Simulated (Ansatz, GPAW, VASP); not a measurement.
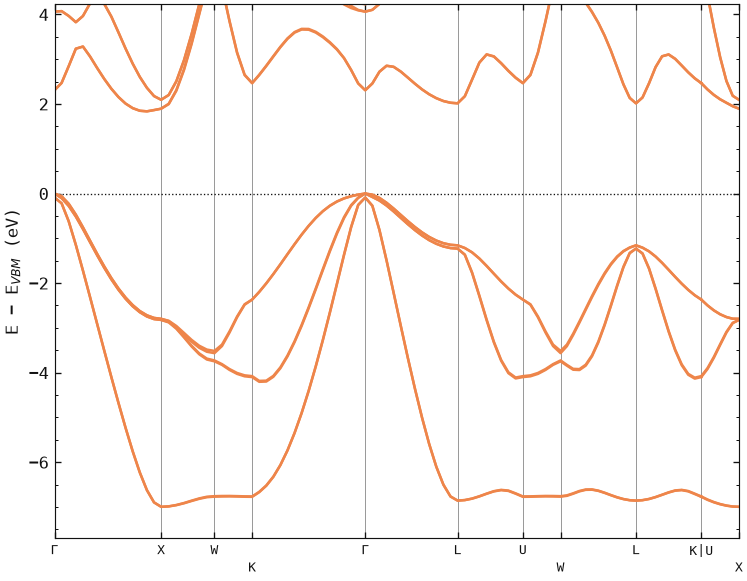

Band structure. Energies are counted from the top of the valence band.

Question: Which of these calculations gave it?
A. fluorite-type CaF₂, space group Fm-3m, 3 atoms in the primitive cell (cubic a = 5.425 Å); PBE
B. rocksalt CaO, space group Fm-3m, 2 atoms in the primitive cell (cubic a = 4.807 Å); PBEsol
C. rocksalt MnO, space group Fm-3m, 2 atoms in the primitive cell (cubic a = 4.448 Å); PBEsol
D. zincblende GaP, space group F-43m (No. 216), 2 atoms in the primitive cell (cubic a = 5.451 Å); SCAN+SOC

Answer: D. The material is gapped. The gap along this path is 1.84 eV and indirect, from the valence-band top at Γ to the conduction-band bottom between Γ and X; the smallest direct gap is 2.31 eV, at Γ. At X the lowest conduction band lies only 0.06 eV higher. The valence-band top at Γ is fourfold; a twofold level follows 0.09 eV lower. The direct gaps are 2.31 eV at Γ, 4.83 eV at K and 4.69 eV at X. A face-centred cubic lattice: the path Γ–X–W–K–Γ–L–U–W–L–K|U–X runs through the special points of its Brillouin zone.

Method: SCAN, GPAW PAW data sets (gpaw-data 1.2.1), spin-orbit coupling, no magnetisation, 8×8×8 k mesh, 600 eV cutoff, Fermi-Dirac smearing of 0.05 eV (GPAW).

Spin-orbit coupling was added after a scalar SCF, so levels and gaps hold it while energy, forces, pressure and moments don't. This program's spin-orbit splittings come out too wide for heavy elements. The PAW data sets were made with another functional. Measured GaP has its conduction bottom near X; the order of its valleys hangs on the functional and the volume. LDA, GGA and most meta-GGA functionals understate gaps. The potentials hold the d shell of Ga in the core, which widens gaps.
